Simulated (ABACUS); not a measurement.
# Energy of Fe along an even scaling of the cell

System: Fe (Im-3m, 1 atom in the cell).
Method: Kohn-Sham DFT of a periodic cell, PBEsol, PseudoDojo NC SR 0.4.1 PBEsol standard, spin-polarised (ABACUS 3.10.1).

The 7 runs differ only in the geometry, by an even scaling of the cell at fixed fractional positions. The structure derives from an entry of the Crystallography Open Database.

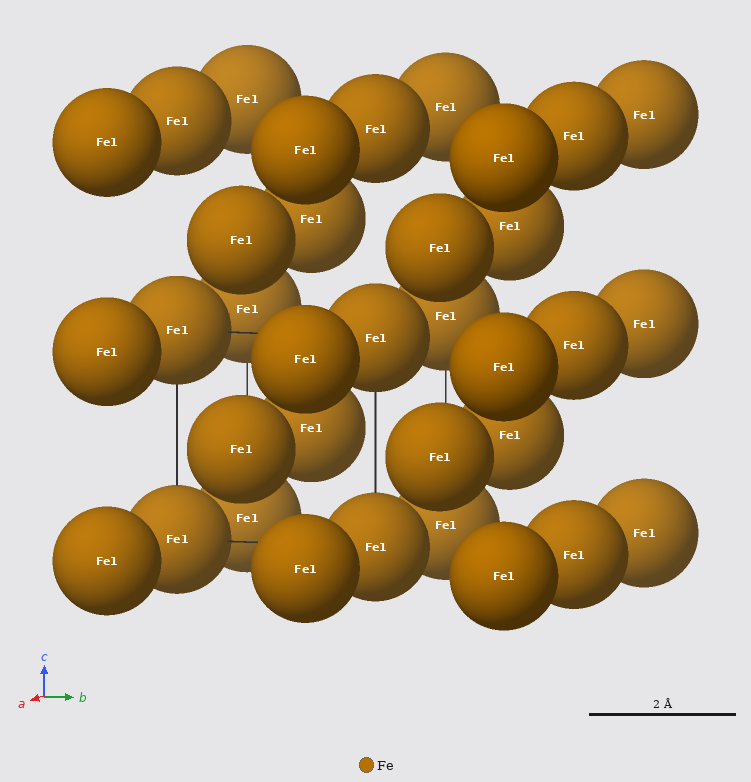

Figure 1. The structure of run 4 (spheres-only view of the cell 2 times as large as that of the calculation, set on its symmetry axes, repeated 2 × 2 × 2, seen slightly off an axis; atoms are numbered from 1 in the order of the input). An atom can appear more than once, as a periodic image.

### Input file of run 4
```
INPUT_PARAMETERS
suffix              Fe
calculation         scf
basis_type          pw
pseudo_dir          ./
symmetry            1
dft_functional      pbesol
ecutwfc             90
pseudo_rcut         7
nspin               2
nbands              14
ks_solver           dav
smearing_method     fd
smearing_sigma      0.00367493
scf_thr             1e-08
scf_nmax            100
mixing_type         broyden
mixing_beta         0.4
cal_force           1
cal_stress          1
kpar                4
```

### File STRU of run 4
```
ATOMIC_SPECIES
Fe 55.8450 Fe.upf

LATTICE_CONSTANT
1.8897261246

LATTICE_VECTORS
-1.4430000000 1.4430000000 1.4430000000
1.4430000000 -1.4430000000 1.4430000000
1.4430000000 1.4430000000 -1.4430000000

ATOMIC_POSITIONS
Direct

Fe
0.0
1
0.0000000000 0.0000000000 0.0000000000 1 1 1 mag 3
```

### File KPT of run 4
```
K_POINTS
0
Gamma
13 13 13 0 0 0
```

Command:
```bash
OMP_NUM_THREADS=1 mpirun -np 4 abacus > log
```

Run 6 differs from it as follows:
```diff
--1.4430000000 1.4430000000 1.4430000000
-1.4430000000 -1.4430000000 1.4430000000
-1.4430000000 1.4430000000 -1.4430000000
+-1.4619890197 1.4619890197 1.4619890197
+1.4619890197 -1.4619890197 1.4619890197
+1.4619890197 1.4619890197 -1.4619890197
```

### Results, with one run withheld

```csv
run,volume per atom (Å³),"free energy per atom, from the lowest run given (meV)",pressure (GPa)
1,11.298,0.00,−8.43
2,11.538,14.76,−11.36
3,11.778,33.39,−13.69
4,12.019,55.27,−15.62
5,12.259,79.14,−16.26
6,12.499,?,?
7,12.740,130.65,−18.79
```

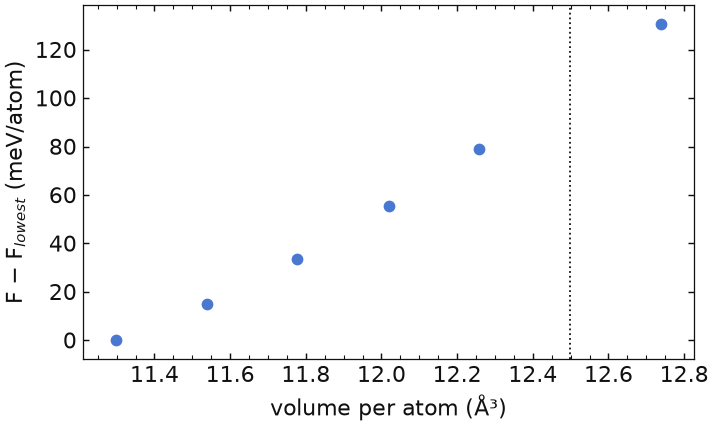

Figure 2. Free energy per atom of the runs given; the dotted line marks run 6.

Estimate the energy of run 6 from the others.

A cubic polynomial in V^(−2/3) (the Birch–Murnaghan form), fitted to the 6 runs given, misses them by at most 0.05 meV per atom. With x = V^(−2/3) − 0.19160 Å⁻², it reads F = 46.315 − 8566.3 x + 2.4144e+05 x² + 5.4506e+06 x³ (meV per atom). At run 6 it gives 104.43 meV per atom, and the run itself gives 103.90. The slope of the fit gives a pressure −dF/dV of −17.22 GPa there, and the run prints −17.17 GPa. The fit has no minimum inside this range. The fit misses that run by 0.53 meV per atom.

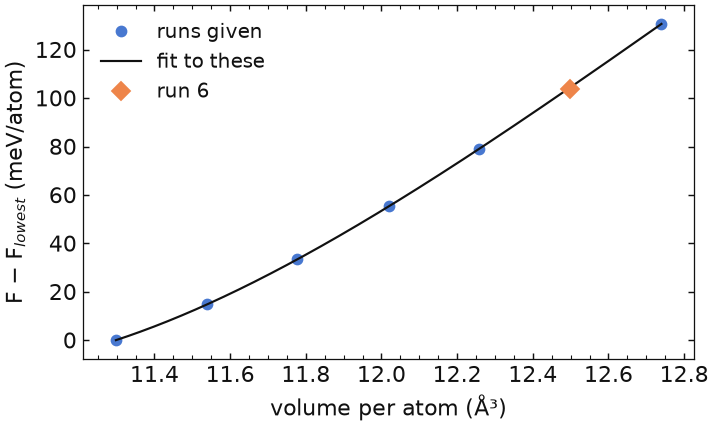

Figure 3. The fit and the withheld run.

### Some lines of the output (run 6)
```
[...]
                             Volume (A^3) = 12.4995
 E_Fermi        1.2297154970         16.7311376784
 E_Fermi        1.1931304572         16.2333726754
 E_Fermi        1.1986729850         16.3087826350
 E_Fermi        1.2008785868         16.3387913865
 E_Fermi        1.2015145772         16.3474444794
 E_Fermi        1.2010793931         16.3415234969
 E_Fermi        1.2009347340         16.3395553089
 E_KS(sigma->0) -250.4276113074      -3407.2424503104
 E_Fermi        1.2009691235         16.3400232019
 final etot is -3407.2470613 eV
 EFERMI = 16.340023202 eV
 TOTAL-PRESSURE: -171.747016 KBAR
 !FINAL_ETOT_IS -3407.2470612632241682 eV
```
